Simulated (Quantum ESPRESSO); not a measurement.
## Band-structure run of PtS$_{2}$ (part 2 of 2)

PtS$_{2}$ (P-1, 3 atoms in the cell); Kohn-Sham DFT of a periodic cell, vdW-DF3-opt2, DFT+U, GBRV 1.5 PBE, no spin polarisation (Quantum ESPRESSO 7.5); cutoff 612.26 eV, 8×8×4 k-mesh, Gaussian smearing of 0.272 eV. The structure derives from an entry of the Crystallography Open Database. The settings are looser than a standard set-up, so the numbers are not reference values.

Geometry of the input (Å; fractional positions):
```
3.4539  0.0501  -0.0503
-1.6836  3.0986  0.0541
-0.0715  0.0476  5.0803
Pt 0.0000  0.0000  0.0000
S  0.6667  0.3333  0.7730
S  0.3333  0.6667  0.2270
```

Log, continued
```
     =================== HUBBARD OCCUPATIONS ===================
     ------------------------ ATOM    1 ------------------------
     Tr[ns(  1)] =   8.50982
     eigenvalues:
       0.691  0.704  0.951  0.952  0.957
     eigenvectors (columns):
       0.001  0.014  0.187 -0.026 -0.982
      -0.317  0.716 -0.534 -0.309 -0.084
      -0.760 -0.306 -0.245  0.514 -0.065
      -0.520 -0.239  0.389 -0.716  0.089
      -0.224  0.580  0.685  0.357  0.129
     occupation matrix ns (before diag.):
       0.956 -0.002  0.002  0.000 -0.003
      -0.002  0.798 -0.009 -0.000 -0.121
       0.002 -0.009  0.778 -0.122 -0.000
       0.000 -0.000 -0.122  0.867  0.004
      -0.003 -0.121 -0.000  0.004  0.855

     Number of occupied Hubbard levels =    8.5098

     WARNING!!! Modifying starting ns matrices according to input values

     =================== HUBBARD OCCUPATIONS ===================
     ------------------------ ATOM    1 ------------------------
     Tr[ns(  1)] =   8.00000
     eigenvalues:
      -0.000  1.000  1.000  1.000  1.000
     eigenvectors (columns):
      -0.982  0.016  0.049 -0.159  0.088
      -0.084  0.262  0.320  0.835  0.354
      -0.065 -0.942 -0.111  0.305  0.061
       0.089 -0.208  0.933 -0.282 -0.003
       0.129 -0.040 -0.116 -0.324  0.929
     occupation matrix ns (before diag.):
       0.036 -0.082 -0.064  0.087  0.127
      -0.082  0.993 -0.005  0.007  0.011
      -0.064 -0.005  0.996  0.006  0.008
       0.087  0.007  0.006  0.992 -0.011
       0.127  0.011  0.008 -0.011  0.983

     Number of occupied Hubbard levels =    8.0000

     negative rho (up, down):  1.785E-01 0.000E+00

     total energy              =    -258.71010351 Ry
     estimated scf accuracy    <       1.51735866 Ry

     iteration #  2     ecut=    45.00 Ry     beta= 0.30
     Davidson diagonalization with overlap
     ethr =  5.42E-03,  avg # of iterations =  1.9

     negative rho (up, down):  1.784E-01 0.000E+00

     total energy              =    -258.55871386 Ry
     estimated scf accuracy    <       0.42283556 Ry

     iteration #  3     ecut=    45.00 Ry     beta= 0.30
     Davidson diagonalization with overlap
     ethr =  1.51E-03,  avg # of iterations =  1.1

     negative rho (up, down):  1.759E-01 0.000E+00

     total energy              =    -258.74442892 Ry
     estimated scf accuracy    <       0.21384221 Ry

     iteration #  4     ecut=    45.00 Ry     beta= 0.30
     Davidson diagonalization with overlap
     ethr =  7.64E-04,  avg # of iterations =  1.1

     negative rho (up, down):  1.754E-01 0.000E+00

     total energy              =    -258.77288110 Ry
     estimated scf accuracy    <       0.02532478 Ry

     iteration #  5     ecut=    45.00 Ry     beta= 0.30
     Davidson diagonalization with overlap
     ethr =  9.04E-05,  avg # of iterations =  3.0

     negative rho (up, down):  1.753E-01 0.000E+00

     total energy              =    -258.77564175 Ry
     estimated scf accuracy    <       0.00299364 Ry

     iteration #  6     ecut=    45.00 Ry     beta= 0.30
     Davidson diagonalization with overlap
     ethr =  1.07E-05,  avg # of iterations =  4.6

     negative rho (up, down):  1.755E-01 0.000E+00

     total energy              =    -258.77586395 Ry
     estimated scf accuracy    <       0.00023041 Ry

     iteration #  7     ecut=    45.00 Ry     beta= 0.30
     Davidson diagonalization with overlap
     ethr =  8.23E-07,  avg # of iterations =  3.7

     negative rho (up, down):  1.755E-01 0.000E+00

     total energy              =    -258.77590013 Ry
     estimated scf accuracy    <       0.00004711 Ry

     iteration #  8     ecut=    45.00 Ry     beta= 0.30
     Davidson diagonalization with overlap
     ethr =  1.68E-07,  avg # of iterations =  1.7

     negative rho (up, down):  1.755E-01 0.000E+00

     total energy              =    -258.77591079 Ry
     estimated scf accuracy    <       0.00000355 Ry

     iteration #  9     ecut=    45.00 Ry     beta= 0.30
     Davidson diagonalization with overlap
     ethr =  1.27E-08,  avg # of iterations =  3.9

     negative rho (up, down):  1.755E-01 0.000E+00

     total energy              =    -258.77591209 Ry
     estimated scf accuracy    <       0.00000061 Ry

     iteration # 10     ecut=    45.00 Ry     beta= 0.30
     Davidson diagonalization with overlap
     ethr =  2.19E-09,  avg # of iterations =  1.8

     negative rho (up, down):  1.755E-01 0.000E+00

     total energy              =    -258.77591219 Ry
     estimated scf accuracy    <       0.00000007 Ry

     iteration # 11     ecut=    45.00 Ry     beta= 0.30
     Davidson diagonalization with overlap
     ethr =  2.51E-10,  avg # of iterations =  2.5

     negative rho (up, down):  1.755E-01 0.000E+00

     total energy              =    -258.77591221 Ry
     estimated scf accuracy    <       0.00000001 Ry

     iteration # 12     ecut=    45.00 Ry     beta= 0.30
     Davidson diagonalization with overlap
     ethr =  4.51E-11,  avg # of iterations =  1.9

     negative rho (up, down):  1.755E-01 0.000E+00

     End of self-consistent calculation

     =================== HUBBARD OCCUPATIONS ===================
     ------------------------ ATOM    1 ------------------------
     Tr[ns(  1)] =   9.31283
     eigenvalues:
       0.847  0.852  0.985  0.986  0.987
     eigenvectors (columns):
       0.020 -0.006  0.761 -0.241 -0.602
       0.730  0.210 -0.431 -0.196 -0.446
      -0.194  0.768  0.036 -0.554  0.253
      -0.173  0.585 -0.011  0.727 -0.316
       0.632  0.154  0.483  0.263  0.525
     occupation matrix ns (before diag.):
       0.986 -0.001  0.001  0.001 -0.002
      -0.001  0.906 -0.002  0.001 -0.068
       0.001 -0.002  0.902 -0.065  0.001
       0.001  0.001 -0.065  0.936  0.003
      -0.002 -0.068  0.001  0.003  0.927

     Number of occupied Hubbard levels =    9.3128

     Number of k-points >= 100: set verbosity='high' to print the bands.

     the Fermi energy is    10.8448 ev

!    total energy              =    -258.77591223 Ry
     estimated scf accuracy    <          1.9E-10 Ry
     smearing contrib. (-TS)   =      -0.00021939 Ry
     internal energy E=F+TS    =    -258.77569284 Ry

     The total energy is F=E-TS. E is the sum of the following terms:
     one-electron contribution =    -100.18118086 Ry
     hartree contribution      =      65.31435106 Ry
     xc contribution           =     -73.85755672 Ry
     ewald contribution        =    -150.14974754 Ry
     Hubbard energy            =       0.09844122 Ry

     convergence has been achieved in  12 iterations

     negative rho (up, down):  1.755E-01 0.000E+00

     Forces acting on atoms (cartesian axes, Ry/au):

     atom    1 type  1   force =    -0.00000010    0.00000009    0.00000067
     atom    2 type  2   force =    -0.03021422    0.02568033   -0.05305084
     atom    3 type  2   force =     0.03021432   -0.02568043    0.05305017

     Total force =     0.093667     Total SCF correction =     0.000016

     Computing stress (Cartesian axis) and pressure

     negative rho (up, down):  1.755E-01 0.000E+00
          total   stress  (Ry/bohr**3)                   (kbar)     P=       96.52
   0.00110043  -0.00036355   0.00038228          161.88      -53.48       56.24
  -0.00036355   0.00033865  -0.00033564          -53.48       49.82      -49.37
   0.00038228  -0.00033564   0.00052940           56.24      -49.37       77.88

=------------------------------------------------------------------------------=
   JOB DONE.
=------------------------------------------------------------------------------=
```

File pp_potential.out
```
This program is part of the open-source Quantum ESPRESSO suite
     for quantum simulation of materials; please cite
         "P. Giannozzi et al., J. Phys.:Condens. Matter 21 395502 (2009);
         "P. Giannozzi et al., J. Phys.:Condens. Matter 29 465901 (2017);
         "P. Giannozzi et al., J. Chem. Phys. 152 154105 (2020);
          URL
     in publications or presentations arising from this work. More details at

     ./tmp/pwscf.save/

     IMPORTANT: XC functional enforced from input :
     Exchange-correlation= VDW-DF3-OPT2
                           (   1   4  46   0   4   0   0)
     Any further DFT definition will be discarded
     Please, verify this is what you really want

     G-vector sticks info
     --------------------
     sticks:   dense  smooth     PW     G-vecs:    dense   smooth      PW
     Sum        1103     551    179                42651    15079    2821

     Using Slab Decomposition

     Check: negative core charge=   -0.000001

     negative rho (up, down):  1.755E-01 0.000E+00

     %%%%%%%%%%%%%%%%%%%%%%%%%%%%%%%%%%%%%%%%%%%%%%%%%%%%%%%%%%%%%%%%%%%%%%%%
     %                                                                      %
     % You are using vdW-DF, which was implemented by the Thonhauser group. %
     % Please cite the following two papers that made this development      %
     % possible and the two reviews that describe the various versions:     %
     %                                                                      %
     %   T. Thonhauser et al., PRL 115, 136402 (2015).                      %
     %   T. Thonhauser et al., PRB 76, 125112 (2007).                       %
     %   K. Berland et al., Rep. Prog. Phys. 78, 066501 (2015).             %
     %   D.C. Langreth et al., J. Phys.: Condens. Matter 21, 084203 (2009). %
     %                                                                      %
     % If you are calculating stress with vdW-DF, please also cite:         %
     %                                                                      %
     %   R. Sabatini et al., J. Phys.: Condens. Matter 24, 424209 (2012).   %
     %                                                                      %
     %%%%%%%%%%%%%%%%%%%%%%%%%%%%%%%%%%%%%%%%%%%%%%%%%%%%%%%%%%%%%%%%%%%%%%%%

     %%%%%%%%%%%%%%%%%%%%%%%%%%%%%%%%%%%%%%%%%%%%%%%%%%%%%%%%%%%%%%%%%%%%%%%%
     %                                                                      %
     %  vdW-DF NEWS:                                                        %
     %                                                                      %
     %  * vdW-DF3 is now available. DOI: 10.1021/acs.jctc.0c00471           %
     %    use with input_dft = 'vdW-DF3-opt1' or 'vdW-DF3-opt2'             %
     %                                                                      %
     %  * Unscreened and range-separated hybrid vdW-DF-cx functionals       %
     %    DOI: 10.1063/1.4986522 and 10.1088/1361-648X/ac2ad2               %
     %    use with input_dft = 'vdW-DF-cx0'    and 'vdW-DF-ahcx'            %
     %  * Unscreened and range-separated hybrid vdW-DF2-b86r functionals    %
     %    DOI: 10.1063/1.4986522 and DOI: 10.1103/PhysRevX.12.041003        %
     %    use with input_dft = 'vdW-DF2-br0' and 'vdW-DF2-ahbr'             %
     %                                                                      %
     %%%%%%%%%%%%%%%%%%%%%%%%%%%%%%%%%%%%%%%%%%%%%%%%%%%%%%%%%%%%%%%%%%%%%%%%

     Calling punch_plot, plot_num =  11
     Writing data to file  potential.dat
     Reading data from file  potential.dat

     Writing data to be plotted to file potential.cube
     Plot Type: 3D                     Output format: Gaussian cube

=------------------------------------------------------------------------------=
   JOB DONE.
=------------------------------------------------------------------------------=
```

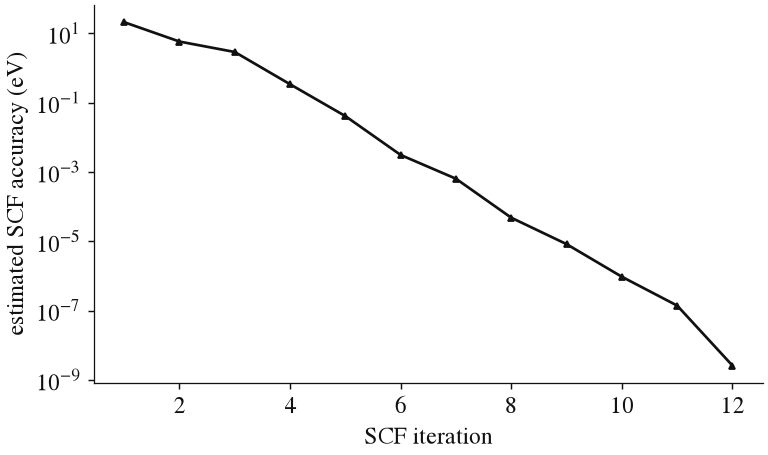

Fig. 1: Convergence of the self-consistent field: estimated SCF accuracy against the iteration. The field takes 12 iterations in all.

Key numbers

| quantity | value |
| --- | --- |
| outcome | converged |
| space group (tolerance 0.01 Å) | P-1 (2) |
| electrons treated | 28 |
| free energy | −3520.8256 eV |
| Fermi energy | 10.845 eV |
| gap on the k-point mesh | 0.57 eV |
| gap on the band path | 0.45 eV |
| pressure | 9.65 GPa |
| largest force (length of the vector) | 1.703 eV/Å |
| wall time | 7.6 min |
| peak memory | 0.3 GiB |

Notes

Settings chosen away from the usual ones: nosym set to true; smearing set to gaussian (from fixed); width set to 0.272. The settings depart from the standard set-up of this series, which can bear on the numbers. Further notes kept with the run: potentials made for another functional; eigenvalues not converged. Notes on the run: negative rho. Points of doubt noted for this run: potentials made for another functional. So coarse a mesh can miss the band edges, so the true gap of this method can be much smaller, or zero. Spin–orbit coupling is left out, which matters for Pt.
